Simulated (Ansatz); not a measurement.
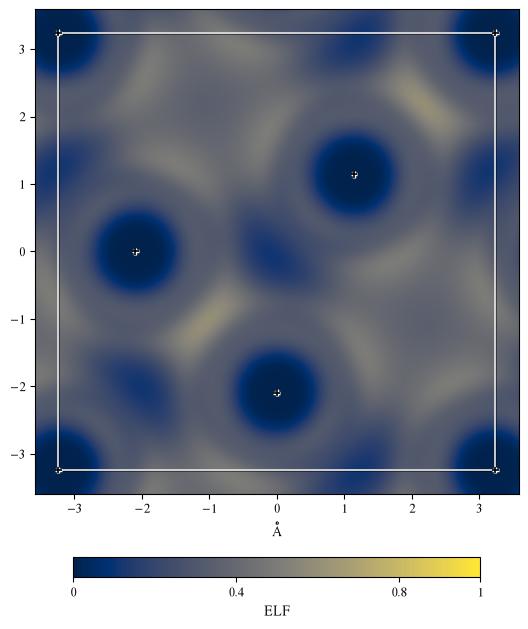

The electron localisation function on a plane through atoms (crosses mark nuclei in the plane).

Level of theory: DFT PBEsol, scalar-relativistic, plane waves, PAW (Ansatz).

Candidates:
A. Ta, a = 2.98 Å, b = 2.98 Å, c = 4.22 Å, α = 90.00°, β = 90.00°, γ = 90.00°. Space group P4/nmm; not relaxed (largest force 1.2 eV/Å); computed pressure about −5 GPa in this cell.
B. MnSn2, a = 6.48 Å, b = 6.48 Å, c = 5.16 Å, α = 90.00°, β = 90.00°, γ = 90.00°. Space group I4/mcm; computed without spin polarisation.

Q: Which candidate gave the map?

A: Candidate B: MnSn2 on the (001) plane of the conventional cell, which holds Sn. Sn–Sn (2.96 Å): the ELF peaks at about 0.60 between the atoms.
